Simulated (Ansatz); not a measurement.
# AlN (P6_3mc):V_N-Pt_Al, thermodynamic levels from a 72-atom cell, part 2 of 2

Wanted: the transition levels of a complex in AlN (P6_3mc), from a cell of 72 host atoms with 1 site emptied and Pt put on another atom's site.

Ansatz; place-levels on r2SCAN runs: charge-transition levels and formation energies with image-charge correction and potential alignment at the atomic sites; PAW set soft_1.

So far: The structure; What was run first.

## 3. place-levels, r2SCAN

A charged cell interacts with its images and the background, and its potential has another zero than the host's. place-levels removes the first by a point-charge model, screened by the static dielectric constant since the ions have relaxed around the charge, and the second by comparing potentials at atoms far from the defect.

The host is a run of the defect-free crystal in the same cutoffs, grids and k-points, so that basis and sampling errors cancel in part in the differences. The host is run in a cell of 8 atoms on a matching mesh. Its band edges are searched through the zone by a band path, so the gap is smaller than, or equal to, that on the mesh. Chemical potentials are energies per atom of N (N2 molecule), Al (fcc) and Pt (fcc), run with the same functional and cutoff.

levels.point.yaml

```yaml
host:
  run: host.point.run
states: [qm1_M1.point.run, q0.point.run, q0_M2.point.run, qp1_M1.point.run, qp2.point.run, qp2_M2.point.run, qp3_M1.point.run]
geometry_from:
  qm1_M1.point.run: qm1_M1.relax.run
  q0.point.run: q0.relax.run
  q0_M2.point.run: q0_M2.relax.run
  qp1_M1.point.run: qp1_M1.relax.run
  qp2.point.run: qp2.relax.run
  qp2_M2.point.run: qp2_M2.relax.run
  qp3_M1.point.run: qp3_M1.relax.run
  host.point.run: host.relax.run
chemical_potentials:
  "N":
    energy: -384.814403
    dataset: "<sha256 of the dataset>"
  Al:
    energy: -540.418346
    dataset: <sha256 of the dataset>
  Pt:
    energy: -12538.255568
    dataset: "<sha256 of the dataset>"
epsilon: [4.49, 4.49, 4.72]
static_epsilon: [8.15, 8.15, 9.65]
vertical:
  - { from: qm1_M1.point.run, to: qm1_M1.point_neutral.run }
  - { from: qp1_M1.point.run, to: qp1_M1.point_neutral.run }
  - { from: qp2.point.run, to: qp2.point_neutral.run }
  - { from: qp2_M2.point.run, to: qp2_M2.point_neutral.run }
  - { from: qp3_M1.point.run, to: qp3_M1.point_neutral.run }
```

Run with:

```bash
$ ansatz place-levels levels.point.yaml -- --threads 4 --pin off --max-ram 15073MiB
```

What it wrote:

```text
[... repeated set-up lines and file paths are left out, and long positions are rounded to six places ...]
(+3/+2) 0.124 eV beneath the valence edge, in the valence band
(+2/+1) 0.537 eV above the valence edge, 4.341 eV under the conduction edge
(+1/0) 0.768 eV above the valence edge, 4.110 eV under the conduction edge
(0/-1) 1.425 eV above the valence edge, 3.452 eV under the conduction edge
formation energy of charge +3: +7.665 eV with the Fermi level at the valence edge
formation energy of charge +2: +7.540 eV with the Fermi level at the valence edge
formation energy of charge +1: +8.078 eV with the Fermi level at the valence edge
formation energy of charge 0: +8.845 eV with the Fermi level at the valence edge
formation energy of charge -1: +10.271 eV with the Fermi level at the valence edge
vertical -1 to 0: no energy, since no alignment is typed
  the change from vertical[0].from (qm1_M1.point.run) to vertical[0].to (qm1_M1.point_neutral.run): by its potential at epsilon [4.49, 4.49, 4.72] it stands at 0.770 0.525 0.449, with an rms radius of about 2.5 Å (1.1 1.3 1.7 Å across the planes of the cell's [...]
vertical +1 to 0: no energy, since no alignment is typed
  the change from vertical[1].from (qp1_M1.point.run) to vertical[1].to (qp1_M1.point_neutral.run): by its potential at epsilon [4.49, 4.49, 4.72] it stands at 0.680 0.506 0.483, with an rms radius of about 2.1 Å (1.6 1.4 0.2 Å across the planes of the cell's [...]
vertical +2 to 0: no energy, since no alignment is typed
  the change from vertical[2].from (qp2.point.run) to vertical[2].to (qp2.point_neutral.run): by its potential at epsilon [4.49, 4.49, 4.72] it stands at 0.645 0.483 0.461, with an rms radius of about 2.2 Å (1.7 1.3 0.6 Å across the planes of the cell's [...]
vertical +2 to 0: no energy, since no alignment is typed
  the change from vertical[3].from (qp2_M2.point.run) to vertical[3].to (qp2_M2.point_neutral.run): by its potential at epsilon [4.49, 4.49, 4.72] it stands at 0.705 0.507 0.481, with an rms radius of about 2.0 Å (1.4 1.3 0.6 Å across the planes of the cell's [...]
vertical +3 to 0: no energy, since no alignment is typed
  the change from vertical[4].from (qp3_M1.point.run) to vertical[4].to (qp3_M1.point_neutral.run): by its potential at epsilon [4.49, 4.49, 4.72] it stands at 0.710 0.506 0.475, with an rms radius of about 2.1 Å (1.5 1.2 0.8 Å across the planes of the cell's [...]
  edges by r2scan, gap 4.878 eV; the host is sampled to repeats of 18.64 Å
  the defect's cells are sampled to repeats of 18.64 Å, like sampling
  charge +3: -45051.6245 eV with its correction of +2.823 eV, at epsilon [8.15, 8.15, 9.65], aligned at sites: +0.1528 eV, mean over 32 atomic sites at or beyond 4.66 Å from the defect at [0.6667, 0.5000, 0.4700], with +0.032482 for the charge's moments and [...]
  charge +2: -45044.8306 eV with its correction of +1.391 eV, at epsilon [8.15, 8.15, 9.65], aligned at sites: +0.1699 eV, mean over 32 atomic sites at or beyond 4.66 Å from the defect at [0.6667, 0.5000, 0.4700], with +0.037500 for the charge's moments and [...]
  charge +1: -45037.3753 eV with its correction of +0.448 eV, at epsilon [8.15, 8.15, 9.65], aligned at sites: +0.1849 eV, mean over 32 atomic sites at or beyond 4.66 Å from the defect at [0.6667, 0.5000, 0.4700], with +0.000006 for the charge's moments and [...]
  charge 0: +0.000 eV for its dipole among its images, +0.005 omitted
  charge -1: -45021.3459 eV with its correction of +0.044 eV, at epsilon [8.15, 8.15, 9.65], aligned at sites: +0.2190 eV, mean over 32 atomic sites at or beyond 4.66 Å from the defect at [0.6667, 0.5000, 0.4700], with +0.020444 for the charge's moments and [...]
  charge +2: states[4] (qp2.point.run) stands 0.274 eV higher, with a moment of 0.00 μB against 2.00
  charge 0: states[1] (q0.point.run) stands 0.064 eV higher, with a moment of 0.00 μB against 2.00
  of states[6] (qp3_M1.point.run): it parts from the run at its places by a charge that spreads by about 1.5 Å along one vector (1.4 Å or more is wide), by its potential at epsilon [4.49, 4.49, 4.72], taken for that of held ions (one typed too small widens [...]
  of states[5] (qp2_M2.point.run): it parts from the run at its places by a charge that spreads by about 1.4 Å along one vector (1.4 Å or more is wide), by its potential at epsilon [4.49, 4.49, 4.72], taken for that of held ions (one typed too small widens [...]
  of states[3] (qp1_M1.point.run): it parts from the run at its places by a charge that spreads by about 1.6 Å along one vector (1.4 Å or more is wide), by its potential at epsilon [4.49, 4.49, 4.72], taken for that of held ions (one typed too small widens [...]
  of states[2] (q0_M2.point.run): stability_check_not_made
  of states[0] (qm1_M1.point.run): stability_check_not_made
  of states[4] (qp2.point.run): it parts from the run at its places by a charge that spreads by about 1.7 Å along one vector (1.4 Å or more is wide), by its potential at epsilon [4.49, 4.49, 4.72], taken for that of held ions (one typed too small widens it), [...]
  of vertical[0].from (qm1_M1.point.run): stability_check_not_made
  vertical[0].to (qm1_M1.point_neutral.run): levels filled in part (TS 0.003 eV): its energy is of no whole electron's
  of vertical[1].from (qp1_M1.point.run): stability_check_not_made; [...]
  vertical[1].to (qp1_M1.point_neutral.run): levels filled in part (TS 0.015 eV): its energy is of no whole electron's
  of vertical[2].from (qp2.point.run): it parts from the run at its places by a charge that spreads by about 1.7 Å along one vector (1.4 Å or more is wide), by its potential at epsilon [4.49, 4.49, 4.72], taken for that of held ions (one typed too small [...]
  of vertical[3].from (qp2_M2.point.run): stability_check_not_made; [...]
  of vertical[4].from (qp3_M1.point.run): stability_check_not_made; [...]
  vertical[4].to (qp3_M1.point_neutral.run): levels filled in part (TS 0.003 eV): its energy is of no whole electron's
```

Wall time 0.7 s (4 threads of Arm Neoverse V2, shared host).

Levels between the charges placed, in eV above the valence top:

```csv
,gap (eV),(+3/+2),(+2/+1),(+1/0),(0/−1)
r2SCAN,4.88,-0.12,0.54,0.77,1.43
```

Corrections by state:

```csv
charge,moment (μB),image terms and alignment (eV),band filling (eV),ε used,"over the lowest of its charge, as the program ranks them, band filling apart (eV)"
+3,1.0,2.823,-,"principal values (8.15, 8.15, 9.65)",0.000
+2,2.0,1.391,-,"principal values (8.15, 8.15, 9.65)",0.000
+1,1.0,0.448,-,"principal values (8.15, 8.15, 9.65)",0.000
0,2.0,0.000,-,-,0.000
−1,1.0,0.044,-,"principal values (8.15, 8.15, 9.65)",0.000
+2,0.0,1.412,-,"principal values (8.15, 8.15, 9.65)",0.274
0,0.0,0.000,-,-,0.064
```

The charged structures listed were also run neutral, and place-levels reads from each pair, by the potential or the spins, how wide the charge is by which they differ; that can be the carrier of either run.

```csv
charge,rms radius (Å),spread where it is widest against the cell (Å),wide from (Å),reading
+3,2.1,1.49,1.40,wide
+2,2.0,1.43,1.40,wide
+1,2.1,1.55,1.40,wide
−1,2.5,1.72,1.72,narrow
```

The neutral runs of these pairs need not share the spin of the lowest neutral state, and very wide values only mean spread over the cell.

From the program's caveats on the states, each cut to its opening words:

- charge +3 (1 μB): it parts from the run at its places by a charge that spreads by about 1.5 Å along one vector (1.4 Å or more is wide), by its potential at epsilon [4.49, 4.49, [...]
- charge +3 (1 μB): its alignment with the host at atomic sites is doubtful: the mean over the far sites moves by -0.0960 eV from their farther parts to their nearer, more than [...]
- charge +3 (1 μB): the far atoms show a dipole or second moment of the defect's charge, for which the correction takes or leaves out 0.097 eV: further moments aren't read, and [...]
- charge +3 (1 μB), +2 (2 μB), +1 (1 μB), 0 (2 μB), −1 (1 μB): flagged: stability check not made
- charge +2 (2 μB): it parts from the run at its places by a charge that spreads by about 1.4 Å along one vector (1.4 Å or more is wide), by its potential at epsilon [4.49, 4.49, [...]
- charge +2 (2 μB): its alignment with the host at atomic sites is doubtful: the mean over the far sites moves by -0.0777 eV from their farther parts to their nearer, more than [...]
- charge +2 (2 μB): the far atoms show a dipole or second moment of the defect's charge, for which the correction takes or leaves out 0.075 eV: further moments aren't read, and [...]
- charge +1 (1 μB): it parts from the run at its places by a charge that spreads by about 1.6 Å along one vector (1.4 Å or more is wide), by its potential at epsilon [4.49, 4.49, [...]
- charge +2: it parts from the run at its places by a charge that spreads by about 1.7 Å along one vector (1.4 Å or more is wide), by its potential at epsilon [4.49, 4.49, [...]
- charge +2: its alignment with the host at atomic sites is doubtful: the mean over the far sites moves by -0.0817 eV from their farther parts to their nearer, more than [...]
- charge +2: the far atoms show a dipole or second moment of the defect's charge, for which the correction takes or leaves out 0.086 eV: further moments aren't read, and [...]

The host's formation energy from the elements is -1.627 eV per atom; it sets how far the chemical potentials can move.

Limit set by the element alone; other compounds of these elements are not counted. Chemical potentials from the elements' reference states: Al 0.00 eV, N -3.25 eV, Pt 0.00 eV. Formation energy by charge state (Al-rich; gap 4.88 eV):

```csv
charge,at valence top (eV),at conduction bottom (eV),correction included (eV)
+3,4.41,19.04,2.82
+2,4.29,14.04,1.39
+1,4.82,9.70,0.45
0,5.59,5.59,0.00
−1,7.02,2.14,0.04
```

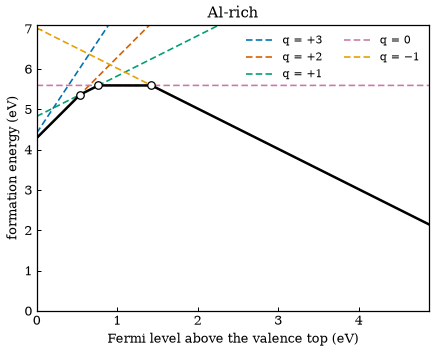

Formation energy against Fermi level; the thick line follows the lowest charge state and circles mark the transition levels.

Limit set by the element alone; other compounds of these elements are not counted. Chemical potentials from the elements' reference states: N 0.00 eV, Al -3.25 eV, Pt 0.00 eV. Formation energies (N-rich), with the Fermi level at the valence top and at the conduction bottom (gap 4.88 eV):

```csv
charge,at valence top (eV),at conduction bottom (eV),correction included (eV)
+3,4.41,19.04,2.82
+2,4.29,14.04,1.39
+1,4.82,9.70,0.45
0,5.59,5.59,0.00
−1,7.02,2.14,0.04
```

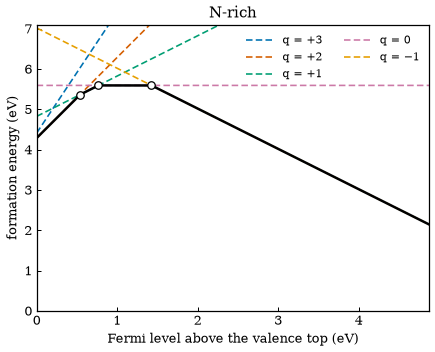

Formation energy against Fermi level; the thick line follows the lowest charge state and circles mark the transition levels.

Charge transition levels, in eV, zero at the valence-band top of the host:

```csv
,conduction bottom,valence top
V_N-Pt_Al,4.88,0.00
```

```csv
,level,energy (eV)
V_N-Pt_Al,(+3/+2),-0.12
V_N-Pt_Al,(+2/+1),0.54
V_N-Pt_Al,(+1/0),0.77
V_N-Pt_Al,(0/−1),1.43
```

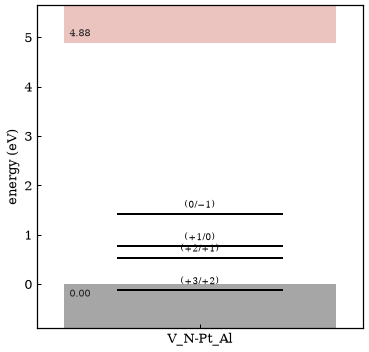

Charge transition levels. Shaded: valence and conduction bands.

## 4. The same at the relaxations' own k-points

The relaxations' own energies give the levels at their sampling, for comparison.

levels.relax_mesh.yaml

```yaml
host:
  run: host.relax.run
states: [qm1_M1.relax.run, q0.relax.run, q0_M2.relax.run, qp1_M1.relax.run, qp2.relax.run, qp2_M2.relax.run, qp3_M1.relax.run]
chemical_potentials:
  "N":
    energy: -384.814403
    dataset: "<sha256 of the dataset>"
  Al:
    energy: -540.418346
    dataset: <sha256 of the dataset>
  Pt:
    energy: -12538.255568
    dataset: "<sha256 of the dataset>"
```

Run with:

```bash
$ ansatz place-levels levels.relax_mesh.yaml -- --threads 4 --pin off --max-ram 15073MiB
```

What it wrote:

```text
(+3/+2) 0.044 eV beneath the valence edge, in the valence band
(+2/+1) 0.567 eV above the valence edge, 4.319 eV under the conduction edge
(+1/0) 0.790 eV above the valence edge, 4.096 eV under the conduction edge
(0/-1) 1.536 eV above the valence edge, 3.350 eV under the conduction edge
formation energy of charge +3: +7.696 eV with the Fermi level at the valence edge
formation energy of charge +2: +7.652 eV with the Fermi level at the valence edge
formation energy of charge +1: +8.219 eV with the Fermi level at the valence edge
formation energy of charge 0: +9.009 eV with the Fermi level at the valence edge
formation energy of charge -1: +10.545 eV with the Fermi level at the valence edge
  edges by r2scan, gap 4.886 eV; the host is sampled to repeats of 13.64 Å
[... the lines on each state left out ...]
```

It took 0.21 s on 4 threads.

Levels between neighbouring charges, in eV above the valence top:

```csv
,gap (eV),(+3/+2),(+2/+1),(+1/0),(0/−1)
"one point at (¼, ¼, ¼)",4.89,-0.04,0.57,0.79,1.54
a 2×2×2 shifted mesh,4.88,-0.12,0.54,0.77,1.43
```

Going from one point at (¼, ¼, ¼) to a 2×2×2 shifted mesh moves the levels that carry no band-filling term by up to 0.11 eV and formation energies against the elements by up to 0.27 eV.

## 5. Summary of results

```
gap of the host                                                          : 4.88 eV (r2SCAN)
level (plus 3/plus 2)                                                    : 0.12 eV below the valence top
level (plus 2/plus 1)                                                    : 0.54 eV above the valence top
level (plus 1/0)                                                         : 0.77 eV above the valence top
level (0/minus 1)                                                        : 1.43 eV above the valence top
lowest of the charges placed, just above the valence top (0.02 eV)       : +2
lowest of the charges placed, just below the conduction bottom (0.02 eV) : −1
lowest formation energy at mid-gap of the charges run, Al-rich           : 4.58 eV
lowest formation energy at mid-gap of the charges run, N-rich            : 4.58 eV
```

In words: Of the charges placed (−1, 0, +1, +2 and +3), the lowest changes at 0.54 eV (+2/+1), 0.77 eV (+1/0) and 1.43 eV (0/−1) above the valence top, in a gap of 4.88 eV. (+2/+1) lies nearer to a band edge than the share of the finite-size correction in it (0.94 eV), and that correction holds for a localised charge alone. (+3/+2) lies 0.12 eV from a band edge, less than the doubt on such levels. Charges below −1 were not placed, so these runs say nothing of levels that involve them. States placed: +3 at 1 μB; +2 at 2 μB and 0 μB; +1 at 1 μB; 0 at 2 μB and 0 μB; −1 at 1 μB. Other spin states or structures, where not listed, weren't placed. Corrections reach 2.8 eV, so the cell is small for these charges and their levels are rough. Pt is taken at its element; compounds, which aren't counted here, bound the chemical potentials and would shift these formation energies. Going from one point at (¼, ¼, ¼) to a 2×2×2 shifted mesh moves the levels that carry no band-filling term by up to 0.11 eV and formation energies against the elements by up to 0.27 eV. The program doubts the alignment of potentials for at least one state, a sign that the cell is small. Keep in mind: r2SCAN makes the gap too small and tends to spread out bound carriers; where a gas molecule sets a chemical potential or the host's formation energy, its binding is uncorrected; spin–orbit coupling, which can matter with heavy atoms, is left out; force components of up to 0.13 eV/Å remain in a run at the final settings.

[Logs are printed without paths, hosts, clocks, repeated set-up lines and the standing remarks that a program may print on its own settings, such as how far it seeks lower states.]

[Hosts, paths, dates, database ids (printed as entryN), source tags and the programs' standing remarks are cut or masked in the printed files.]

[Where a table of states has a column of steps, it counts the stored structures, which are thinned; the runs took as many ionic steps or more.]

[A defect's name tells the site on which it was built; relaxed atoms can leave that site.]

[For some hosts the program warned that the k-mesh of the response run may be too coarse for force constants and the static dielectric constant; such warnings are not shown here.]
